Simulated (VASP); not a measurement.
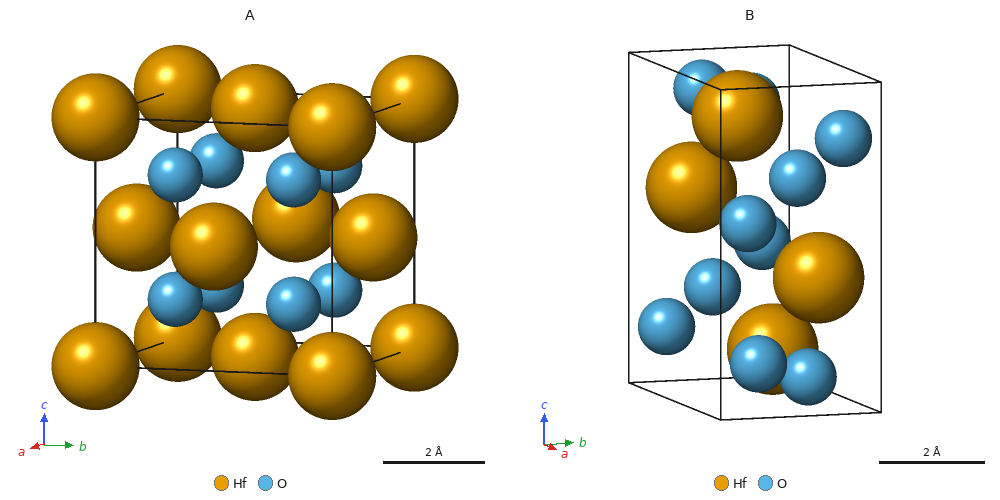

Two structures of HfO₂, each relaxed (cell and atoms) at zero pressure; conventional cells in solid outline, small ones repeated, each panel with its own scale. Alike in all runs: VASP 6.6.1; functional LDA; VASP's PAW LDA potentials, release 64 (Hf_pv, O); cutoff 600 eV; occupations gaussian, width 0.02 eV; no spin polarisation; no spin-orbit coupling. The k meshes have like spacings.

> Give the type and space group of each panel.

A: fluorite (CaF₂ type), Fm-3m; B: 12 atoms a cell on a primitive orthorhombic lattice, Pnma.

> Rank them by energy, lowest first.

A, then B (+12 meV/atom), static energies at zero smearing.

> Could pressure favour another of these structures?

B is denser (9.4 against 10.3 Å³/atom), so pressure favours it. Setting PΔV equal to ΔE at fixed volumes gives a first estimate of 2.2 GPa for the crossing; compression of both forms, other phases and heat would move it.

> Collect the results in a table.

| panel | space group | E − E(lowest) (meV/atom) | volume (Å³/atom) | gap (eV) |
| --- | --- | --- | --- | --- |
| A | Fm-3m | 0 | 10.3 | 3.74 |
| B | Pnma | 12 | 9.4 | 3.18 |

The starts are database entries or structure types tried for this composition, and the most stable form need not be among them. Approximate functionals can misorder forms that lie within a few tens of meV/atom, as they do the rutile and anatase forms of TiO₂. Gaps are the least found on the k-mesh, which can miss the band edges.

Caveat: spin-orbit coupling is left out, which shifts the gaps of compounds of heavy elements; semilocal functionals give gaps below the measured ones.
